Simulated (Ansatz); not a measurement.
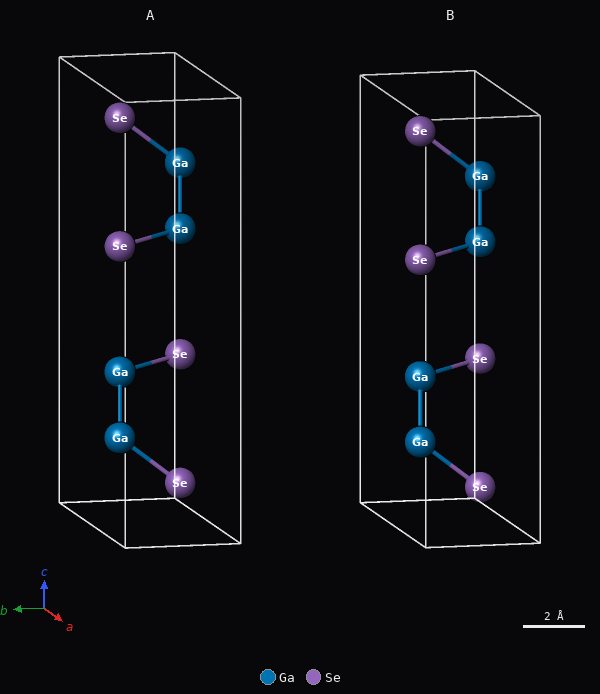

Two geometries of solid GaSe (set up in P6_3/mmc): one is the relaxed structure, the other was perturbed away from it. Style: ball-and-stick. Shown: the cell of the calculation, from a free direction.

Method: DFT PBE+D3(BJ), scalar-relativistic, plane waves, PAW (Ansatz 0.2.0). Set-up: plane-wave cutoff 420 eV; k-point mesh 12 × 12 × 2; occupations gaussian; smearing width 0.02 eV; no spin polarisation.

> Which is the distorted one, and what does the distortion cost?

Structure A is the perturbed one. The volume is changed by +6.0 %. The cell's shape and the atoms are relaxed at that volume. It costs 5.9 meV per atom. Pressure: 0.0 GPa before, −1.1 GPa after. The drawn cell changes as follows: a = b 3.769 → 3.801 Å (+0.8 %), c 15.966 → 16.643 Å (+4.2 %); the volume changes by +6.0 %. The largest moves relative to the cell, 0.10 Å, are those of Se atoms. Largest moves by element: Se 0.10 Å, Ga 0.04 Å. Among the bonded contacts that change: Ga–Ga 2.443 → 2.457 Å, Ga–Se 2.475 → 2.488 Å. The space group stays P6_3/mmc (No. 194).
